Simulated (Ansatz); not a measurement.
Geometry relaxation, with input and output: Fe₂O₃ (part 2 of 3)

The same run, continued: Fe₂O₃ (R-3c, 10 atoms in the cell); DFT PBE, scalar-relativistic, plane waves, PAW, spin-polarised (Ansatz 0.2.0); cutoff 420 eV, 6×6×6 k-mesh, Gaussian smearing of 0.05 eV, collinear spins. The structure derives from an entry of the Crystallography Open Database.

Geometry of the input (Å; fractional positions):
```
2.5190  1.4543  4.5907
-2.5190  1.4543  4.5907
0.0000  -2.9087  4.5907
Fe 0.3553  0.3553  0.3553
Fe 0.1447  0.1447  0.1447
Fe 0.6447  0.6447  0.6447
Fe 0.8553  0.8553  0.8553
O  0.5559  0.9441  0.2500
O  0.2500  0.5559  0.9441
O  0.9441  0.2500  0.5559
O  0.4441  0.0559  0.7500
O  0.7500  0.4441  0.0559
O  0.0559  0.7500  0.4441
```

### Output, continued
```
relax step   9: F+E_penalty+E_count = -21323.68101338 eV  Δ(F+E_penalty+E_count) = +6.734e-4 eV  max|allowed force component| = 8.813e-3 eV/Å  Δτ_max = 0.0002 Å  P = -0.012 GPa  Ω = 87.707 Å³  energy of the carried Pulay correction = +6.578e-2 eV  (8 SCF iters, dr2 threshold 1.00e-6 eV, accepted)
SCF 10 converged in 5 iterations: F = -21323.681020 eV  dr2 = 3.67e-9
relax step  10: F+E_penalty+E_count = -21323.68102006 eV  Δ(F+E_penalty+E_count) = -6.679e-6 eV  max|allowed force component| = 5.354e-3 eV/Å  Δτ_max = 0.0001 Å  P = -0.011 GPa  Ω = 87.708 Å³  energy of the carried Pulay correction = +6.577e-2 eV  (5 SCF iters, dr2 threshold 1.40e-8 eV, accepted)
SCF 11 converged in 11 iterations: F = -21323.645192 eV  dr2 = 2.56e-12
relax step  11: F+E_penalty+E_count = -21323.64519233 eV  Δ(F+E_penalty+E_count) = +3.583e-2 eV  max|allowed force component| = 6.509e-3 eV/Å  Δτ_max = 0.0000 Å  P = -0.637 GPa  Ω = 87.708 Å³  stress off target by 6.44e-1 GPa  SCF on the basis re-selected at this cell (its energy is not comparable with the rows above)  (11 SCF iters)
SCF 12 converged in 8 iterations: F = -21323.646886 eV  dr2 = 1.52e-7
relax step  12: F+E_penalty+E_count = -21323.64688595 eV  Δ(F+E_penalty+E_count) = -1.694e-3 eV  max|allowed force component| = 5.820e-4 eV/Å  Δτ_max = 0.0005 Å  P = +0.008 GPa  Ω = 87.491 Å³  energy of the carried Pulay correction = +1.264e-3 eV  (8 SCF iters, dr2 threshold 1.00e-6 eV, accepted)
iter 1 solved again at ethr=4.67e-8 eV; its pass at ethr=3.10e-3 eV (dr2=4.67e-5 eV) is discarded
SCF iter   1: F=—  HF=-21323.645773 eV  |F-HF|=—  |Δ(HF+E_count)|=         —  Δρ=1.13e-5 (↑1.13e-5 ↓1.11e-5)  dr2=6.10e-8  dr2_m=2.28e-10  M=4.000 μB ∫|m|=4.083 μB  β_m=0.65  ethr=4.67e-8  ⟨swp⟩=3.9  Hψ=30396  notcnv=0
preconditioner: auto → Kerker (q_TF=auto, 2.413 Å⁻¹)  [metal: Δε(μ)=0.009 eV  Ē_g=14.136 eV  σ=0.050 eV  W_gap=0.10  n_scr=14 (ndim 8)  ℏωp=32.7 eV  f_vac=0.030  D(μ)=11.51/eV (n_scr^D=174)]
spin=Collinear: Kerker preconditioning applied to the charge; magnetization (m = ρ↑ − ρ↓) channel mixes plain (no charge-response kernel on spin).
SCF iter   2: F=—  HF=-21323.645774 eV  |F-HF|=—  |Δ(HF+E_count)|=   1.12e-6  Δρ=4.64e-6 (↑4.51e-6 ↓4.64e-6)  dr2=2.67e-8  dr2_m=9.54e-11  M=4.000 μB ∫|m|=4.083 μB  β_m=0.58  ethr=6.10e-11  ⟨swp⟩=2.2  Hψ=7533  notcnv=0
SCF iter   3: F=—  HF=-21323.645774 eV  |F-HF|=—  |Δ(HF+E_count)|=   1.69e-8  Δρ=2.13e-6 (↑2.10e-6 ↓2.13e-6)  dr2=4.14e-9  dr2_m=5.28e-11  M=4.000 μB ∫|m|=4.083 μB  β_m=0.75  ethr=2.67e-11  ⟨swp⟩=2.0  Hψ=5303  notcnv=0
SCF iter   4: F=—  HF=-21323.645774 eV  |F-HF|=—  |Δ(HF+E_count)|=   4.31e-9  Δρ=4.50e-7 (↑4.02e-7 ↓4.50e-7)  dr2=5.26e-10  dr2_m=3.72e-12  M=4.000 μB ∫|m|=4.083 μB  β_m=0.68  ethr=4.14e-12  ⟨swp⟩=2.0  Hψ=6394  notcnv=0
SCF iter   5: F=—  HF=-21323.645774 eV  |F-HF|=—  |Δ(HF+E_count)|=  8.73e-11  Δρ=2.63e-7 (↑2.63e-7 ↓1.96e-7)  dr2=7.54e-11  dr2_m=2.47e-12  M=4.000 μB ∫|m|=4.083 μB  β_m=0.84  ethr=1.00e-12  ⟨swp⟩=3.0  Hψ=7964  notcnv=0
SCF iter   6: F=—  HF=-21323.645774 eV  |F-HF|=—  |Δ(HF+E_count)|=  4.73e-11  Δρ=6.98e-8 (↑6.98e-8 ↓5.53e-8)  dr2=1.11e-11  dr2_m=1.50e-13  M=4.000 μB ∫|m|=4.083 μB  β_m=0.92  ethr=1.00e-12  ⟨swp⟩=1.0  Hψ=4608  notcnv=0
SCF iter   7: F=-21323.645774 eV  HF=-21323.645774 eV  |F-HF|=0.00e0  |Δ(HF+E_count)|=  1.09e-11  Δρ=1.39e-8 (↑1.29e-8 ↓1.39e-8)  dr2=9.79e-13  dr2_m=4.65e-15  M=4.000 μB ∫|m|=4.083 μB  ethr=1.00e-12  ⟨swp⟩=2.5  Hψ=12809  notcnv=0
SCF 13 converged in 7 iterations: F = -21323.645774 eV  dr2 = 9.79e-13
relax step  13: F+E_penalty+E_count = -21323.64577422 eV  Δ(F+E_penalty+E_count) = +1.112e-3 eV  max|allowed force component| = 5.976e-4 eV/Å  Δτ_max = 0.0000 Å  P = -0.006 GPa  Ω = 87.491 Å³  stress off target by 8.35e-3 GPa  SCF on the basis re-selected at this cell (its energy is not comparable with the rows above)  (7 SCF iters)
```

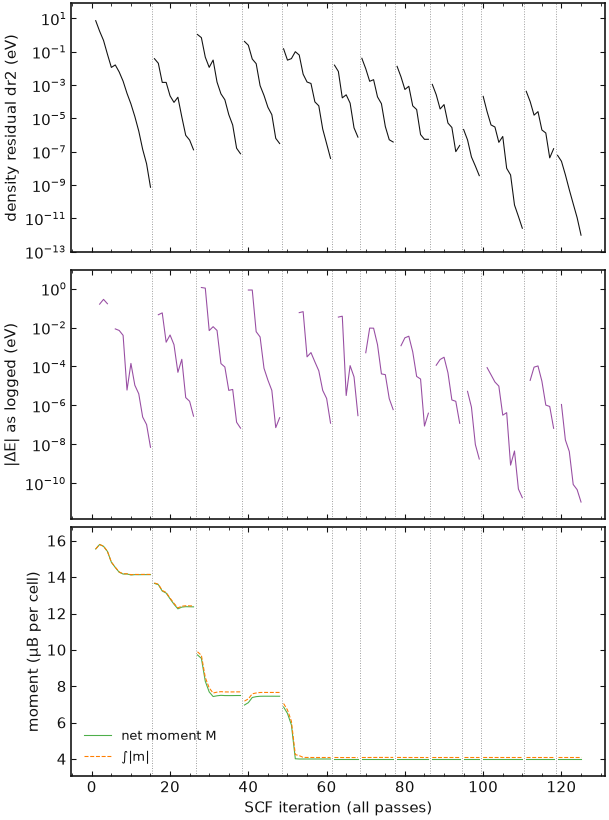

**Figure 1.** Convergence of the self-consistent field: density residual dr2, size of the energy change and magnetic moment against the SCF iteration. The dotted lines part the SCF passes of the relaxation: geometry steps, rejected trials and re-solves on a re-selected basis. The 13 passes take 5 to 15 iterations each, 125 in all. The net moment goes from 15.5 to 4.0 μB per cell.

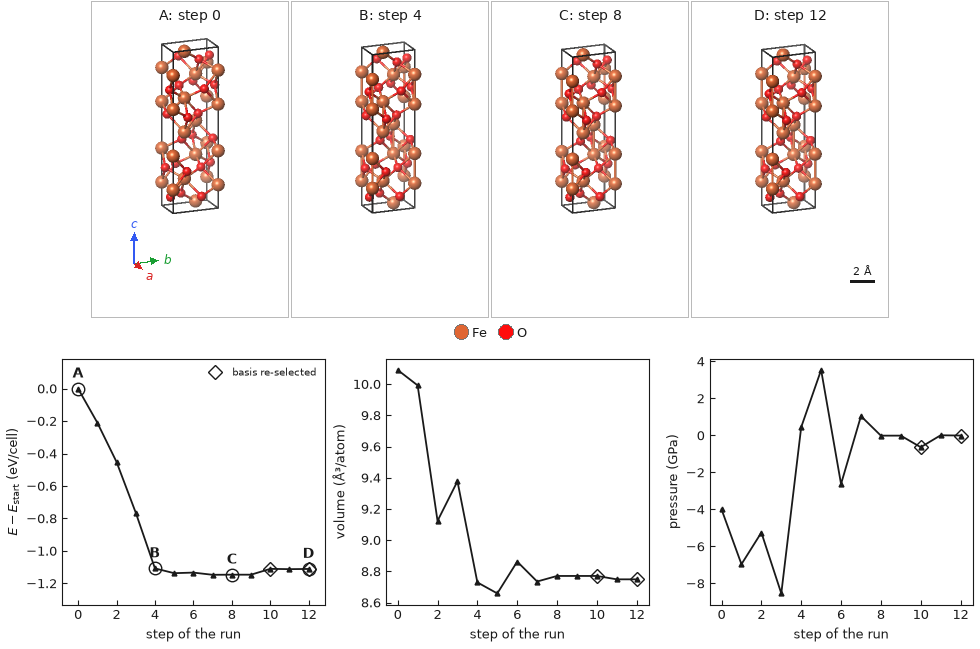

**Figure 2.** Frames of the relaxation (ball-and-stick view of the cell 3 times as large as that of the calculation, set on its symmetry axes, seen slightly off an axis) above the curves, on which the letters mark them (the first geometry is step 0 here and step 1 in the log).

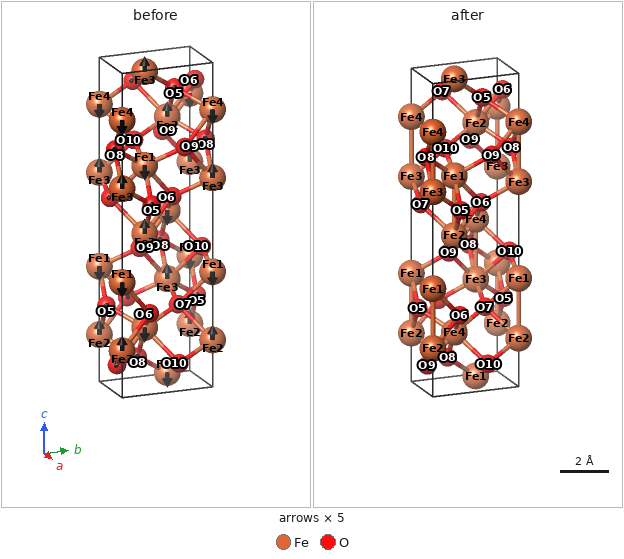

**Figure 3.** Before (left) and after (right) the relaxation, at one scale (ball-and-stick view of the cell 3 times as large as that of the calculation, set on its symmetry axes, seen slightly off an axis). The black arrows give the displacements (without the part carried along by the change of the cell), magnified 5 times. The largest moves relative to the cell, 0.13 Å, are those of Fe1, Fe2, Fe3 and Fe4. Largest moves by element: Fe 0.13 Å, O 0.03 Å. The volume changes by −13.3 %, with a = b 5.038 → 4.773 Å (−5.3 %), c 13.772 → 13.304 Å (−3.4 %). Distances before and after: Fe1–Fe2 2.900 → 2.540 Å, Fe1–O5 2.116 → 1.962 Å, Fe1–O10 1.946 → 1.895 Å. Among the angles that change: O5–Fe4–O10 162.2° → 169.4°, Fe3–O9–Fe4 86.5° → 80.7°, O5–Fe4–O6 102.5° → 97.2°. The space group stays R-3c (No. 167). The energy falls by 1.112 eV per cell of the calculation in 10 geometry steps. The largest force component goes from 0.88 to 0.0006 eV/Å. Pressure: −3.99 GPa at the start and −0.01 GPa at the end. The basis was re-selected once at an unchanged geometry, which shifts the energy a little without any move. The energy change given includes the shifts at the re-selections in mid-walk, which come without any move. A last SCF at the same geometry on a re-selected plane-wave basis shifts the energy by +1.1 meV per cell of the calculation. (Atoms are counted from 1 in the order of the input.)

```
basis re-selected at this cell: Δ(F+E_penalty+E_count) = +1.112e-3 eV, ΔP = -0.014 GPa vs the last step (what re-selecting the basis moved, of the pressure what is left beyond the Pulay correction that the steps carried, after the strain that the cell walked since its last selection, with what the two solves' SCF thresholds leave and, on support functions, any second-order correction that the steps lacked; it is no measure of the basis error at this ecutwfc). This SCF's stress stands 8.35e-3 GPa from its target on what of the cell is left free (relax.cell.stress_tol is 4.00e-2 GPa) and its largest allowed force component is 5.98e-4 eV/Å (relax.f_tol is 1.00e-2 eV/Å): within both
SCF converged after 7 iterations
Magnetization: 4.0000 μB (52.0000 up, 48.0000 down)
Absolute magnetization: 4.0863 μB (∫|ρ↑−ρ↓|, with the PAW one-centre terms)
Spin contamination: 0.0483 ħ² per cell (⟨S²⟩ above its minimum at these occupations)
Per-site moments (μB) at R_I (Å): [(0.8631543292297055, 0.7816622046493714), (0.8631543292297049, 0.7816622046493719), (0.8631543292297055, 0.7816622046493716), (0.863154329229705, 0.7816622046493724), (0.029207997976178127, 0.781662204649372), (0.02920799797617807, 0.7816622046493716), (0.02920799797617818, 0.7816622046493718), (0.02920799797617803, 0.7816622046493714), (0.029207997976178013, 0.7816622046493715), (0.029207997976178048, 0.7816622046493715)]
Free energy (F): -21323.645774 eV
Harris-Foulkes:  -21323.645774 eV  (|F-HF|=0.00e0)
Internal energy: -21323.631388 eV  (E = F + TS)
E sigma→0 (E₀):  -21323.638581 eV
Entropy (-TS):   -0.014386 eV (-1.439 meV/atom)
Fermi energy:    13.866277 eV
--- Per-component energies (eV) ---
  E_band       = -1068.217654
  E_kinetic    = 2443.465872
  E_local      = -11579.131576  (includes V_loc(G=0)·N_el)
  E_nonlocal   = 1161.505927
  E_hartree    = 4730.488179
  E_xc         = -910.313466
  E_vxc        = -1167.510626  (∫ρ·V_xc dr)
  E_paw        = -6402.059166  (= ΣΔE_a)
  E_vpaw       = -1387.541832  (= ΣTr[D̂ρ^β])
  E_aug_tail   = 0.018250  (compensation charges beyond the density's cutoff)
  E_ewald      = -10767.605407
  E_smearing   = -0.014386  (= −TS)
  E_closure    = 0.000000  (closes the sum)
  Σ components = -21323.645774   (vs F -21323.645774, Δ=0.00e0)
--- Forces (eV/Å), atoms counted from 1 ---
  atom   1  Fe     0.00000000     0.00000000    -0.00059757
  atom   2  Fe    -0.00000000     0.00000000     0.00059757
  atom   3  Fe    -0.00000000    -0.00000000     0.00059757
  atom   4  Fe     0.00000000     0.00000000    -0.00059757
  atom   5  O     -0.00016363    -0.00000000     0.00000000
  atom   6  O      0.00008181    -0.00014171     0.00000000
  atom   7  O      0.00008181     0.00014171    -0.00000000
  atom   8  O      0.00016363     0.00000000    -0.00000000
  atom   9  O     -0.00008181     0.00014171    -0.00000000
  atom  10  O     -0.00008181    -0.00014171     0.00000000
  max |Σ_I F_I| component: 5.80e-18 eV/Å
--- Stress (GPa, compression-positive) ---
       -0.008351      -0.000000      -0.000000
       -0.000000      -0.008351      -0.000000
       -0.000000      -0.000000      -0.001264
  P = ⅓ Tr σ = -0.0060 GPa (-0.060 kbar)
--- Band table (eV; the first three rows and the last of 64) ---
  k-point 0 ↑: bands = ["-74.3422", "-74.3298", "-74.3283", "-74.3174", "-40.6987", "-40.6750", "-40.5713", "-40.5638", "-40.3257", "-40.3257", "-40.3109", "-40.3109", "-40.2561", "-40.2561", "-40.2543", "-40.2543", "-7.3844", "-5.4705", "-5.4465", "-5.4465", "-5.2960", "-5.2960", "5.2588", "6.4106", "6.4458", "6.4458", "6.5822", "6.5822", "7.5307", "7.5307", "7.5802", "7.8034", "7.8034", "8.4018", "9.1898", "9.6970", "9.6970", "10.6451", "10.8043", "10.8043", "11.1883", "11.9782", "11.9782", "12.0416", "12.3429", "12.3429", "12.3972", "12.3972", "12.8216", "13.2547", "13.3177", "13.3177", "14.3223", "14.3223", "14.4841", "14.4841", "16.1316", "16.1316", "16.3037", "16.3037", "19.3328", "22.7726", "25.5348", "26.1282", "26.1282", "26.4557", "27.0479", "27.1555", "27.1555", "27.5153", "27.5153", "28.0308"]
  k-point 1 ↑: bands = ["-74.3413", "-74.3308", "-74.3274", "-74.3181", "-40.6968", "-40.6761", "-40.5713", "-40.5648", "-40.3258", "-40.3236", "-40.3133", "-40.3068", "-40.2612", "-40.2556", "-40.2545", "-40.2532", "-7.2519", "-5.5296", "-5.4628", "-5.4527", "-5.3749", "-5.3229", "5.4090", "6.1510", "6.4488", "6.4711", "6.5101", "6.8407", "7.4472", "7.5944", "7.6065", "7.7937", "7.9495", "8.8295", "9.0363", "9.6769", "9.6836", "10.1811", "10.4794", "10.5578", "11.3417", "11.7599", "12.1593", "12.2586", "12.3560", "12.3699", "12.4885", "12.4896", "12.9151", "13.1483", "13.2862", "13.3641", "14.3385", "14.3532", "14.5620", "14.6680", "15.9476", "15.9770", "16.1710", "16.2113", "19.8563", "23.3063", "25.0097", "25.2280", "25.5789", "26.1798", "26.8639", "27.1749", "27.7030", "27.9518", "28.0471", "28.3332"]
  k-point 2 ↑: bands = ["-74.3390", "-74.3330", "-74.3254", "-74.3201", "-40.6916", "-40.6796", "-40.5709", "-40.5672", "-40.3255", "-40.3191", "-40.3158", "-40.2993", "-40.2712", "-40.2604", "-40.2517", "-40.2511", "-6.8843", "-5.8605", "-5.4784", "-5.4688", "-5.4343", "-5.3810", "5.6528", "6.1164", "6.2450", "6.5836", "6.6620", "6.9930", "7.4703", "7.6600", "7.7043", "8.0033", "8.1887", "8.6579", "9.0775", "9.2308", "9.4914", "9.7348", "10.1572", "10.3419", "11.4392", "11.5705", "12.3856", "12.4224", "12.5334", "12.5659", "12.7245", "12.7319", "12.9382", "12.9638", "13.1465", "13.2437", "14.5752", "14.6265", "14.7332", "15.0504", "15.5052", "15.5402", "15.8718", "15.9344", "21.1240", "23.8786", "24.2473", "24.5821", "24.6210", "26.1408", "26.9508", "27.4037", "27.6407", "27.6883", "28.3830", "29.3712"]
  k-point 31 ↓: bands = ["-73.2661", "-73.2661", "-73.2492", "-73.2492", "-39.5239", "-39.5239", "-39.4106", "-39.4106", "-39.3357", "-39.3357", "-39.3357", "-39.3357", "-39.2661", "-39.2661", "-39.2661", "-39.2661", "-6.4639", "-6.4639", "-5.3106", "-5.3106", "-5.3106", "-5.3106", "6.7498", "6.7498", "6.8000", "6.8000", "6.8000", "6.8000", "7.7536", "7.7536", "7.8661", "7.8661", "7.8661", "7.8661", "9.5138", "9.5138", "10.0187", "10.0187", "10.0187", "10.0187", "13.0636", "13.0636", "13.0636", "13.0636", "13.7916", "13.7916", "13.8188", "13.8188", "13.8188", "13.8188", "13.9326", "13.9326", "15.4411", "15.4411", "15.4411", "15.4411", "16.0868", "16.0868", "16.0868", "16.0868", "21.9230", "21.9230", "26.5263", "26.5263", "26.6045", "26.6045", "26.6045", "26.6045", "27.7877", "27.7877", "29.1473", "29.1473"]
```
